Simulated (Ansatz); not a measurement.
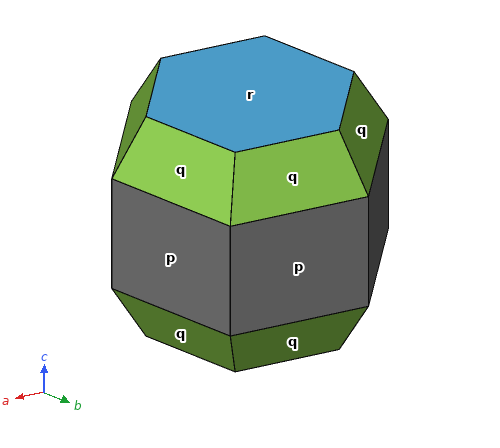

The shape was computed with the Donnay–Harker form of the Bravais–Friedel law: planes with larger spacing d grow more slowly and so show as larger faces; centring, glide planes and screw axes halve or divide d. Faces of one form share a colour. Cell of MgO: space group P6_3/mmc (No. 194), a = 2.923 Å, b = 2.923 Å, c = 5.092 Å, α = 90.00°, β = 90.00°, γ = 120.00°. The structure is the input geometry of an electronic-structure calculation and need not be at equilibrium. It was generated, so it need not be a known form of this composition. Forms under 0.4 % of the area are left out.

Q: Which form is which colour?

A: grey (p): {100} (d = 2.53 Å, 39 % of the area); green (q): {101} (d = 2.27 Å, 38 % of the area); blue (r): {002} (d = 2.55 Å, 22 % of the area).
